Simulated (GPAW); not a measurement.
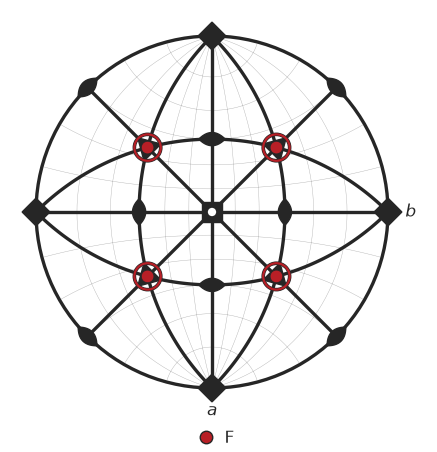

Directions from one potassium atom at (0, 0, 0) to its bonded neighbours, in stereographic projection down c (filled: above the plane of the page or in it, open: below). Crystal: KF, a cell listed in the Materials Project, as set up for an electronic-structure calculation. Symmetry computed with spglib at a tolerance of 0.002 Å; standard conventional cell.

Neighbours are counted up to 3.17 Å for F. The symmetry elements of the site are drawn in: heavy lines are mirror planes (a heavy rim: a mirror in the plane of the page); lens, triangle, square and hexagon are 2-, 3-, 4- and 6-fold axes, a lens in an open square is −4, a triangle in an open hexagon −6; thin dashed diameters join the ends of axes that lie in the page; a small open circle marks inversion.

```yaml
crystal:
  lattice:
    - [3.25896, 0.00000, 0.00000]
    - [0.00000, 3.25896, 0.00000]
    - [0.00000, 0.00000, 3.25896]
  atoms:
    - { symbol: K, position: [0.00000, 0.00000, 0.00000] }
    - { symbol: F, position: [0.50000, 0.50000, 0.50000] }
```

### How many neighbours are there, and at what angles?

8: 8 F at 2.82 Å. Angles between bonds: 71° (12×), 109° (12×), 180° (4×).

### What is the site's symmetry in the crystal?

Point group m-3m (Oh), order 48: three fourfold axes, four threefold axes, six twofold axes, nine mirror planes, an inversion centre. In Pm-3m, No. 221 this is Wyckoff position 1a.
